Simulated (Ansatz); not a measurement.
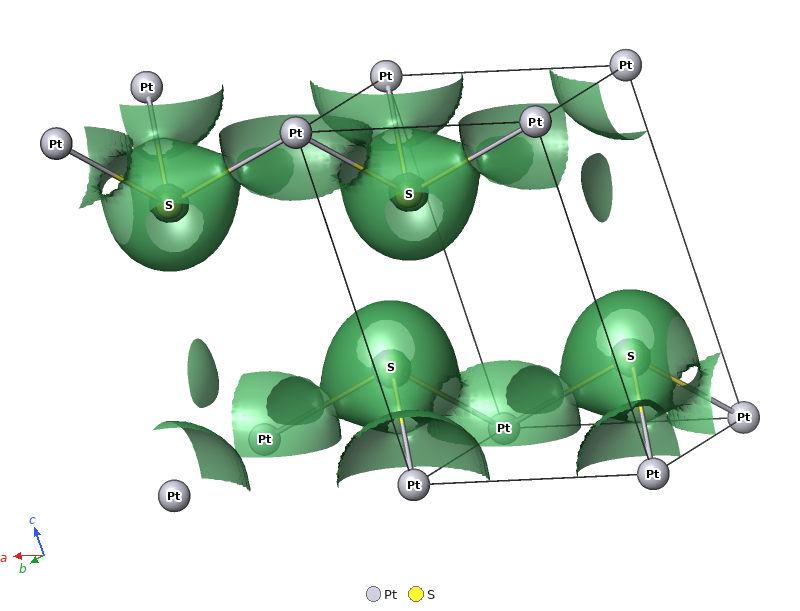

The picture shows: PtS$_{2}$. Isosurface of the valence electron density at 0.6 e/Å³ (green), seen at an oblique angle. Sticks mark near contacts.

Space group P-1; started from the CdCl2 (3R octahedral) bulk prototype, which need not be the ambient phase; changed on purpose from its base cell (shear xy strain -5.2%).

Computed with DFT, r2SCAN, plane waves, PAW (Ansatz 0.2.0).

Core electrons are frozen (PAW), and the valence fields are smoothed inside the atomic spheres.

Input file:

```
crystal:
  lattice:
    - [1.7377019866, 0.9723849589, 5.5230462181]
    - [-1.7911838198, 1.0650182113, 5.5230462181]
    - [0.0534818332, -2.0374031703, 5.5230462181]
  atoms:
    - { symbol: Pt, position: [0.0, 0.0, 0.0] }
    - { symbol: S, position: [0.2482469257, 0.2678508691, 0.2585819514] }
    - { symbol: S, position: [0.7517530743, 0.7321491309, 0.7414180486] }
kpoints:
  mp_grid: { grid: [8, 8, 8] }
  band_path:
    path:
      - [0.0, 0.0, 0.0]
      - [0.5, 0.5, 0.5]
      - [0.8106532132, 0.1893467868, 0.5]
      - [0.5, -0.1893467868, 0.1893467868]
      - [0.5, 0.0, 0.0]
      - [0.3446733934, -0.3446733934, 0.0]
      - [0.6553266066, 0.0, 0.3446733934]
      - [0.5, 0.0, 0.5]
      - [0.25, 0.25, -0.5]
      - [0.34375, 0.169271, 0.171875]
      - [0.234375, -0.007812, -0.252604]
    npoints: 1
hamiltonian:
  xc: r2scan
scf:
  occupations: { method: fixed }
  n_extra_bands: 4
output:
  forces: true
  stress: true
  eigenvalues: true
  write_density: true
  write_potential: true
  elf: true
  volumetric_format: npy
```

Launched as:

```sh
ansatz run input.yaml --threads 4 --pin off --max-ram 3686MiB --backend cpu --events-out ev --progress --plain --runs-dir out
```

Below, planes, directions and counts refer to the conventional cell (a = 3.45 Å, b = 3.53 Å, c = 5.87 Å, α = 73.05°, β = 73.20°, γ = 62.27°).

> What does this surface tell about the bonding?

At this value the density is joined into sheets; it holds about 70 % of the electrons treated as valence (semicore included). It bridges the shortest Pt–S (2.37 Å) contacts, where the density stays above the isovalue. On the grid the lowest density along these lines, outside the cores, is 0.69 e/Å³ (Pt–S, 2.37 Å).

> Metal or insulator at this level of theory?

It is gapped, with a Kohn–Sham gap of 0.93 eV on the k-point mesh, an upper bound to the gap of this method.
